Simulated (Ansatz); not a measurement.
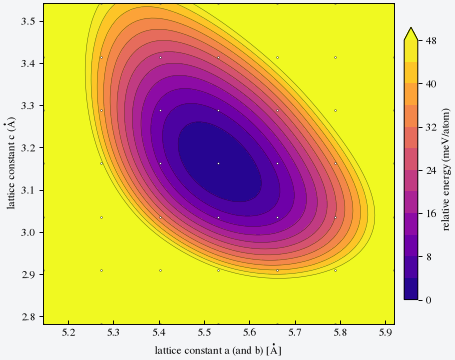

GaSb (I-4m2, No. 119; 2 atoms in the cell). The energy is mapped over the lattice constants a and c of the conventional cell. First axis: lattice constant a (and b). Second axis: lattice constant c. Nothing is relaxed (symmetry fixes all fractional coordinates). Grid: 7 × 7 points. Points are written as (first, second). All energies are given in meV/atom relative to the lowest grid point. Theory: DFT PBE, scalar-relativistic, plane waves, PAW (Ansatz 0.2.0). Settings: cutoff 420 eV, k-mesh 16×16×16, gaussian smearing 0.15 eV, no spin polarisation.

In the figure: filled contours, dots at the grid points, one colour for all values above the top of the scale. Between grid points the surface is interpolated.

**Estimate the position of the minimum and the force constants in these coordinates.**

The interpolated minimum is at lattice constant a (and b) ≈ 5.531 Å, lattice constant c ≈ 3.162 Å. The curvatures there are about 2.5 eV/Å² and 2.4 eV/Å², with a cross term of about 1.1 eV/Å² (per cell of 2 atoms). Round the minimum the valley is somewhat tilted: raising lattice constant a (and b) shifts the best value of lattice constant c downwards (coupling k₁₂/√(k₁₁k₂₂) about 0.5).
